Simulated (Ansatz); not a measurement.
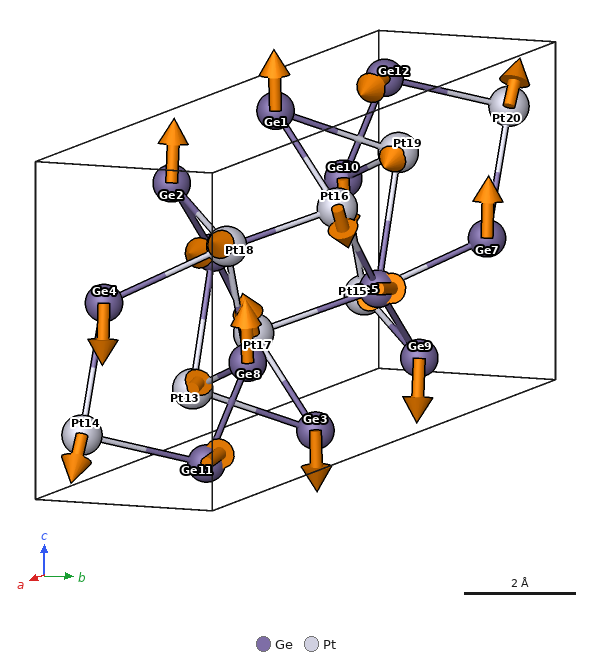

This is a relaxation of crystalline Ge$_{3}$Pt$_{2}$ (set up in Pnma). The starting structure is drawn; orange arrows show the displacements (the part carried along by the change of the cell is left out), 50 times their true length.

A ball-and-stick model of the cell of the calculation, seen slightly off an axis.

All numbers below come from Ansatz, DFT PBEsol, scalar-relativistic, plane waves, PAW.

The input:
```yaml
crystal:
  lattice:
    - [16.38358977, 0.0, 0.0]
    - [0.0, 3.46873993, 0.0]
    - [0.0, 0.0, 6.20484438]
  atoms:
    - { symbol: Ge, position: [0.42921336, 0.25, 0.93748755] }
    - { symbol: Ge, position: [0.73196021, 0.25, 0.84020677] }
    - { symbol: Ge, position: [0.57078664, 0.75, 0.06251245] }
    - { symbol: Ge, position: [0.92921336, 0.25, 0.56251245] }
    - { symbol: Ge, position: [0.38849863, 0.75, 0.41148181] }
    - { symbol: Ge, position: [0.61150137, 0.25, 0.58851819] }
    - { symbol: Ge, position: [0.07078664, 0.75, 0.43748755] }
    - { symbol: Ge, position: [0.76803979, 0.75, 0.34020677] }
    - { symbol: Ge, position: [0.26803979, 0.75, 0.15979323] }
    - { symbol: Ge, position: [0.23196021, 0.25, 0.65979323] }
    - { symbol: Ge, position: [0.88849863, 0.75, 0.08851819] }
    - { symbol: Ge, position: [0.11150137, 0.25, 0.91148181] }
    - { symbol: Pt, position: [0.67073884, 0.25, 0.20803928] }
    - { symbol: Pt, position: [0.99319301, 0.25, 0.19645512] }
    - { symbol: Pt, position: [0.17073884, 0.25, 0.29196072] }
    - { symbol: Pt, position: [0.50680699, 0.75, 0.69645512] }
    - { symbol: Pt, position: [0.49319301, 0.25, 0.30354488] }
    - { symbol: Pt, position: [0.82926116, 0.75, 0.70803928] }
    - { symbol: Pt, position: [0.32926116, 0.75, 0.79196072] }
    - { symbol: Pt, position: [0.00680699, 0.75, 0.80354488] }
basis:
  ecutwfc: 420
kpoints:
  mp_grid: { grid: [4, 10, 6] }
hamiltonian:
  xc: pbesol
scf:
  occupations: { method: gaussian, width: 0.1 }
output:
  forces: true
  stress: true
  eigenvalues: true
  write_density: true
  write_potential: true
  elf: true
  volumetric_format: npy
relax:
  adjacent_minimum: "off"
  f_tol: 0.005
  max_steps: 80
  cell: { stress_tol: 0.05 }
```

Launched with:
```bash
ansatz run input.yaml --threads 4 --pin off --max-ram 10240MiB --backend cpu --events-out ev --progress --plain --runs-dir out
```

Question: Describe the change and its energy.

Answer: After 5 accepted moves (7 points after the start) the energy has fallen by 62.8 meV per cell of the calculation. The largest force component goes from 0.15 to 0.0031 eV/Å. Pressure: −1.84 GPa at the start and 0.00 GPa at the end. The line search rejected the trial step at point 3 of the run. The SCF was repeated once at an unchanged geometry on a basis and grid sized afresh for the cell, which shifted the energy by 1.9 meV per cell of the calculation at most. The largest moves relative to the cell, 0.024 Å, are those of Ge2, Ge8, Ge9 and Ge10. Ge2 goes roughly along +c. Largest moves by element: Ge 0.024 Å, Pt 0.020 Å. The drawn cell changes as follows: a 16.384 → 16.407 Å (+0.1 %), b 3.469 → 3.400 Å (−2.0 %), c 6.205 → 6.208 Å (0.0 %); the volume changes by −1.8 %. Near-neighbour distances that change, for instance: Ge1–Pt19 2.551 → 2.531 Å, Ge11–Pt18 2.553 → 2.540 Å, Ge10–Pt15 2.493 → 2.481 Å, Ge10–Pt19 2.494 → 2.489 Å. The space group stays Pnma (No. 62).
